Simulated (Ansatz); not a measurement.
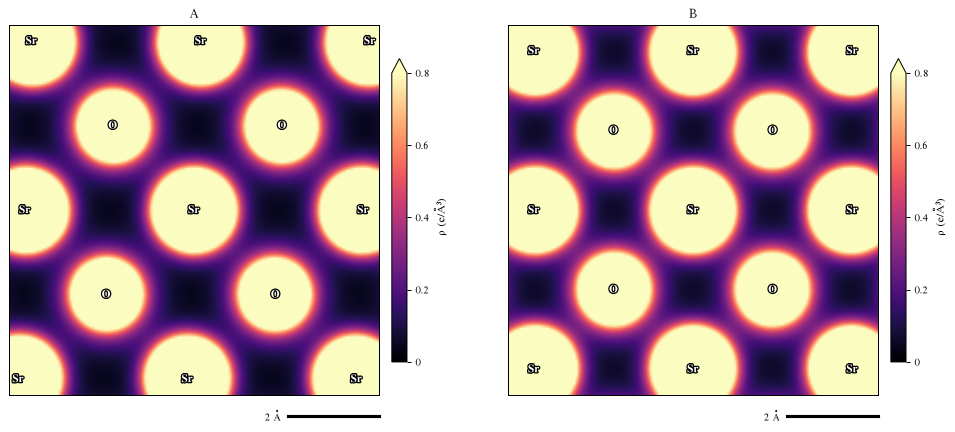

SrO. The valence charge density (pseudo) of two cells that differ in size and shape, on the (101) plane of each (indices in the axes of the calculation cell), at one length scale and on one colour scale: A has 17.6 Å³ an atom and B 15.0.

All numbers below come from DFT r2SCAN, scalar-relativistic, plane waves, PAW (Ansatz).

The density is the valence pseudo-density of a PAW calculation; it isn't the true density close to the nuclei.

### What does the compression do to the bonding and the properties?

From the larger cell to the smaller, Sr–O goes from 2.57 to 2.47 Å, and the density at its midpoint from 0.23 to 0.29 e/Å³; the pressure goes from −2.1 to 17 GPa; the Kohn–Sham gap goes from 3.7 eV to 3.7 eV.
